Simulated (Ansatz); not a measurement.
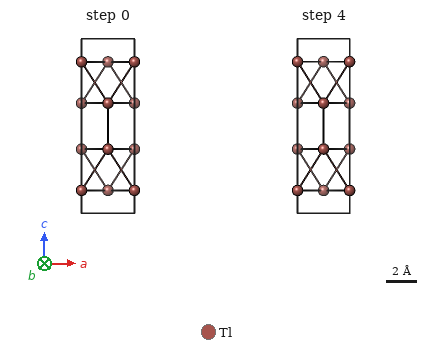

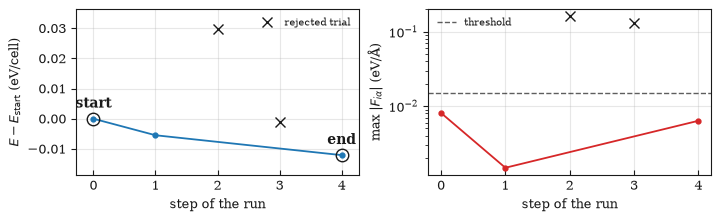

First and last geometry of a relaxation of crystalline Tl (set up in Fmmm), with the history of the run. Style: ball-and-stick. Shown: the cell of the calculation, reduced to other axes, along the b axis. Lengths and directions refer to the drawn axes.

Case: 8 of 8 Ga sites taken by Tl, cell and atoms relaxed.

These are results of DFT PBEsol, scalar-relativistic, plane waves, PAW (Ansatz), not measurements.

Input file:
```yaml
crystal:
  lattice:
    - [5.4760694207, 0.0, 0.0]
    - [0.0, 0.0, 3.6072219288]
    - [0.0, -11.8994539941, 0.0]
  atoms:
    - { symbol: Tl, position: [0.5, 0.4999753103, 0.1318496126] }
    - { symbol: Tl, position: [0.0, 0.4999753103, 0.6318496126] }
    - { symbol: Tl, position: [0.5, 0.9999753103, 0.3681503874] }
    - { symbol: Tl, position: [0.0, 0.9999753103, 0.8681503874] }
    - { symbol: Tl, position: [0.5, 0.5000246897, 0.8681503874] }
    - { symbol: Tl, position: [0.0, 0.5000246897, 0.3681503874] }
    - { symbol: Tl, position: [0.5, 2.46897e-05, 0.6318496126] }
    - { symbol: Tl, position: [0.0, 2.46897e-05, 0.1318496126] }
basis:
  ecutwfc: 420
kpoints:
  mp_grid: { grid: [8, 10, 4] }
hamiltonian:
  xc: pbesol
scf:
  occupations: { method: gaussian, width: 0.1 }
output:
  forces: true
  stress: true
  eigenvalues: true
relax:
  adjacent_minimum: "off"
  f_tol: 0.015
  max_steps: 60
  cell: { stress_tol: 0.15 }
```

Run as
```bash
ansatz run input.yaml --threads 1 --pin off --max-ram 2560MiB --backend cpu --events-out ev --progress --plain --runs-dir out
```

Question: Did the run converge, and what did it change?

Answer: The run was cut off at its time limit before the program reported convergence, but its last step already meets the force threshold: the largest component is 0.0063 eV/Å against 0.015 eV/Å. The pressure is within 0.05 GPa of its target. After 2 accepted moves (4 points after the start) the energy has fallen by 12.1 meV per cell of the calculation. The largest force component goes from 0.0081 to 0.0063 eV/Å. Pressure: 0.04 GPa at the start and −0.05 GPa at the end. The line search rejected the trial steps at points 2, 3 of the run. The largest moves relative to the cell, 0.005 Å, are those of 8 atoms (Tl1, Tl2, Tl3, Tl4 and others). Tl7 goes along +c. The drawn cell changes at constant volume: a 3.607 → 3.547 Å (−1.7 %), b 5.476 → 5.565 Å (+1.6 %), c 11.899 → 11.908 Å (+0.1 %). Near-neighbour distances that change, for instance: Tl1–Tl8 3.279 → 3.300 Å, Tl1–Tl5 3.138 → 3.131 Å, Tl1–Tl3 3.341 → 3.334 Å. The space group stays Fmmm (No. 69). The run took 6.2 min on 1 thread of Intel(R) Xeon(R) Platinum 8259CL CPU @ 2.50GHz (Skylake/Cascade Lake) (shared host), peak memory 1.1 GiB.
